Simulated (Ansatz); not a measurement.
Si24O47 (cell charge +1, with a compensating background) (cell with a defect)

Si24O47 (cell charge +1, with a compensating background) (cell with a defect), 71 atoms, a = 9.83 Å, b = 9.83 Å, c = 10.82 Å, α = 90.00°, β = 90.00°, γ = 120.00°.

PAW files of the earlier set (soft_1); spin-polarised.

The calculation used DFT PBE, scalar-relativistic, plane waves, PAW (Ansatz 0.2.0).

Predict the valence pseudo-density and electron localisation function between the atoms.

Si–O (1.61 Å): ρ at the midpoint is about 1.3 e/Å³; the ELF peaks at about 0.85 between the atoms, as expected for a polar covalent bond.
Si–O (1.63 Å): the density is about 1.2 e/Å³ at the midpoint; the ELF peaks at about 0.85 between the atoms: a polar covalent bond.

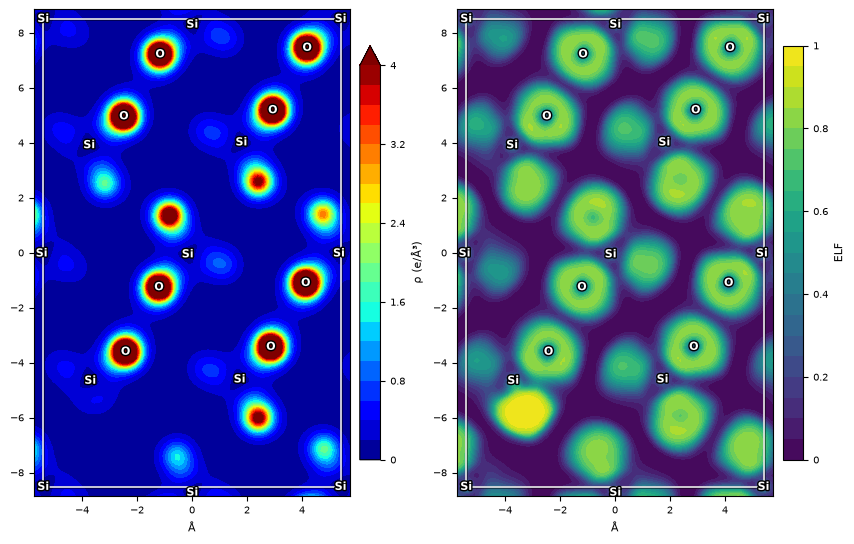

Computed valence pseudo-density and electron localisation function on the (110) plane of the calculation cell, in this order. Atoms just off the plane (O, 0.3 Å away) can leave unmarked features too.

In a PAW calculation such maps are meaningful between the atoms, not at the nuclei.
